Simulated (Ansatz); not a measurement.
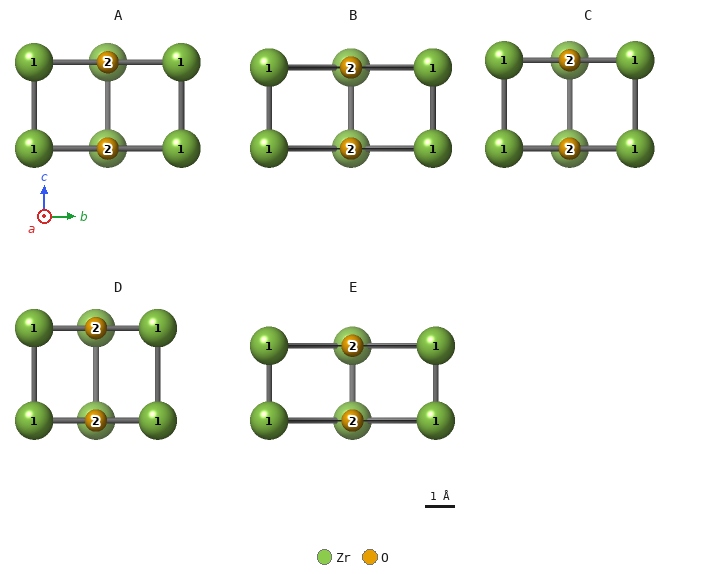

5 geometries from one relaxation of solid ZrO (a generated structure, set up in Cmmm), in shuffled order. Style: ball-and-stick. Shown: the conventional cell (2 times the calculation's cell), along the a axis. Lengths and directions refer to the drawn axes.

The run lets cell and atoms move.

Computed with Kohn-Sham DFT of a periodic cell, HSE06, Ansatz PAW (Ansatz 0.2.0). (plane-wave cutoff 420 eV; k-point mesh 5 × 5 × 5; occupations fermi-dirac; smearing width 0.05 eV; no spin polarisation; cell and atoms relaxed; force threshold 0.01 eV/Å; at most 40 steps)

Question: Put them in the order of the run, from the start to the converged end.

Answer: E, B, A, C, D. They are steps 0, 2, 4, 6, 19, at +1652 meV per atom, +842 meV per atom, +467 meV per atom, +152 meV per atom relative to the last. No atom moves by more than 0.005 Å relative to the cell. Cell: a 3.653 → 4.330 Å (+18.5 %), b 5.838 → 4.332 Å (−25.8 %), c 2.620 → 3.238 Å (+23.6 %). Volume +8.7 %. Near-neighbour distances that change, for instance: Zr1–O2 2.919 → 2.166 Å, Zr1–Zr1 2.620 → 3.238 Å, Zr1–Zr1 (another image) 3.443 → 3.062 Å, Zr1–O2 (another image) 1.827 → 2.165 Å. New bonds form, among them: Zr1–O2 (2.92 → 2.17 Å). The space group (tolerance 0.01 Å) goes from Cmmm (No. 65) to P4/mmm (No. 123). Over 16 accepted moves (19 points after the start) the energy falls by 1652 meV per atom. All forces vanish by symmetry, so only the cell relaxes. The pressure goes from 59.89 to 0.01 GPa. At 3 points the geometry stayed and the basis and grid were re-selected for the new cell (energy shift of 72.1 meV per atom at most each time).

Limits of the set-up: the k-point mesh is coarse for a cell with partly filled bands; layers or molecules are held without a dispersion correction, so their spacing is unreliable.
